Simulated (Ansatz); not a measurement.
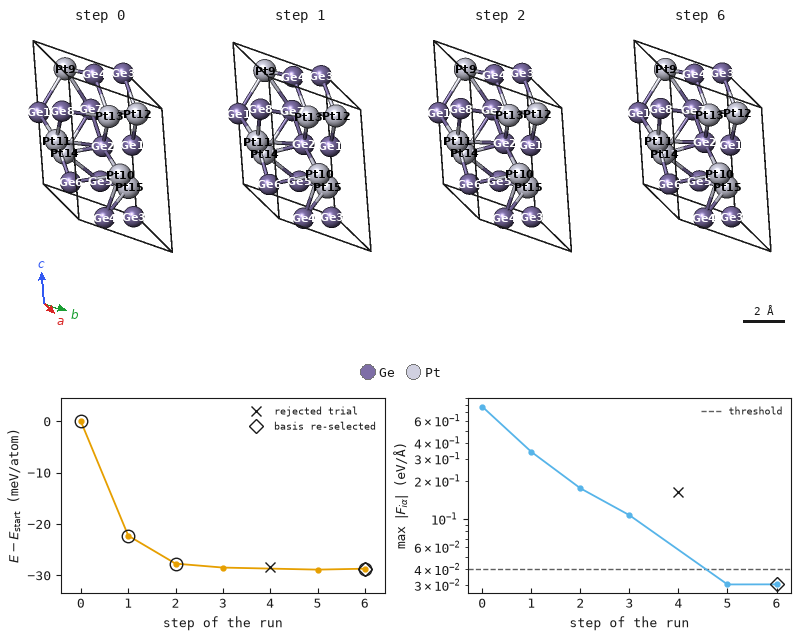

Frames of a relaxation of solid Ge8Pt7 (a generated structure, set up in P1) (coarse preliminary run), marked on the history of the run. Style: ball-and-stick. Shown: the cell of the calculation (origin shifted), slightly off an axis.

Case: 1 of 8 Pt atoms taken out at random.

Method: DFT PBEsol, scalar-relativistic, plane waves, PAW (Ansatz 0.2.0).

Input
```yaml
crystal:
  lattice:
    - [5.7392757543, -3.7013982077, 0.0]
    - [-5.7392757543, -3.7013982077, 0.0]
    - [0.0, 3.7013982077, -6.0924994964]
  atoms:
    - { symbol: Ge, position: [0.1791605009, 0.9914096179, 0.4119465288] }
    - { symbol: Ge, position: [0.67136864, 0.4884233614, 0.4100219153] }
    - { symbol: Ge, position: [0.2456046834, 0.9262527975, 0.9141660651] }
    - { symbol: Ge, position: [0.7424459328, 0.425840311, 0.9156859069] }
    - { symbol: Ge, position: [0.2644398502, 0.581723431, 0.0877889707] }
    - { symbol: Ge, position: [0.7642894135, 0.0730494504, 0.0878693759] }
    - { symbol: Ge, position: [0.3228040689, 0.5130959283, 0.5875667517] }
    - { symbol: Ge, position: [0.8292434385, 0.0127894701, 0.5870160759] }
    - { symbol: Pt, position: [0.2828314258, 0.2781764751, 0.8075936482] }
    - { symbol: Pt, position: [0.0270484581, 0.5272603631, 0.3075642568] }
    - { symbol: Pt, position: [0.5344961652, 0.0323273274, 0.3135398897] }
    - { symbol: Pt, position: [0.4689955423, 0.9660554543, 0.6954004768] }
    - { symbol: Pt, position: [0.9704539471, 0.4725631903, 0.6894367815] }
    - { symbol: Pt, position: [0.2187842683, 0.2246954346, 0.1919893467] }
    - { symbol: Pt, position: [0.7207056269, 0.7221419627, 0.1894400675] }
  symmetry: { detect: false }
basis:
  ecutwfc: 420
kpoints:
  mp_grid: { grid: [3, 3, 2], shift: [0.0, 0.0, 0.5] }
hamiltonian:
  xc: pbesol
scf:
  occupations: { method: gaussian, width: 0.1 }
  lower_state_search: "off"
output:
  forces: true
  stress: true
  eigenvalues: true
relax:
  adjacent_minimum: "off"
  f_tol: 0.04
  max_steps: 50
  cell: { stress_tol: 0.3 }
```

Launched with:
```bash
ansatz run input.yaml --threads 4 --pin off --max-ram 9216MiB --backend cpu --events-out ev --progress --plain --runs-dir out
```

> Describe the path.

Ge2 moves most relative to the cell: 0.22 Å roughly along [0 2 3]. By element the largest moves are Ge 0.22 Å, Pt 0.07 Å. The volume changes by −3.2 %, with a 6.829 → 6.679 Å (−2.2 %), b 6.829 → 6.677 Å (−2.2 %), c 7.129 → 7.140 Å (+0.2 %), γ 114.4° → 113.5°. Some distances before and after: Ge2–Ge7 3.034 → 2.711 Å, Ge2–Ge8 3.014 → 2.734 Å, Ge8–Pt12 2.704 → 2.532 Å, Ge7–Pt13 2.635 → 2.760 Å. Bond angles that change, for instance: Pt10–Ge2–Pt14 132.6° → 122.0°, Ge2–Pt14–Ge7 72.1° → 61.9°, Ge2–Pt15–Ge8 71.3° → 62.5°. The space group stays P1 (No. 1). Over 4 accepted moves (6 points after the start) the energy falls by 28.7 meV per atom. Largest force component: 0.78 eV/Å at the start, 0.03 eV/Å at the end. Pressure: −2.45 GPa at the start and −0.02 GPa at the end. The line search rejected the trial step at point 4 of the run. At 1 point the geometry stayed and the basis and grid were re-selected for the new cell (energy shift of 0.2 meV per atom at most each time). From step 0 to 1: Ge atoms move most (0.16 Å), volume −4.4 %, energy −22.2 meV per atom. From step 1 to 2: Pt12 moves most (0.03 Å), volume +1.7 %, energy −5.4 meV per atom. From step 2 to 6: Ge2 moves most (0.04 Å), volume −0.3 %, energy −1.0 meV per atom.

| step | E − E(0), meV/atom | largest force component, eV/Å | pressure, GPa | volume, Å³/atom | note |
| --- | --- | --- | --- | --- | --- |
| 0 | 0.00 | 0.7758 | -2.45 | 17.257 |  |
| 1 | -22.24 | 0.3405 | 2.62 | 16.494 |  |
| 2 | -27.69 | 0.1752 | -0.27 | 16.768 |  |
| 3 | -28.46 | 0.1073 | -0.06 | 16.726 |  |
| 4 | -28.28 | 0.1639 | -0.16 | 16.724 | rejected |
| 5 | -28.86 | 0.0304 | -0.02 | 16.712 |  |
| 6 | -28.68 | 0.0304 | -0.02 | 16.712 | same geometry, new basis |
